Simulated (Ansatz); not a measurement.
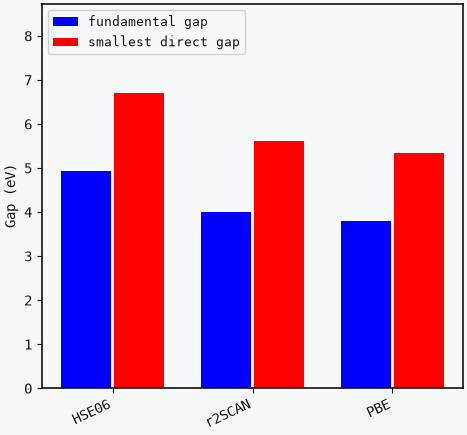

Gaps of C, space group I4_1/amd, 2 atoms in the cell, diamond type, epitaxial (xy) strain +1.0%, at several levels of theory on one cell (Ansatz, plane waves and PAW; edges over the mesh and the special points).

How does the gap depend on the level, and does its kind change?

In rising order: PBE 3.80 eV, r2SCAN 4.00 eV and HSE06 4.93 eV. It is indirect at every level.
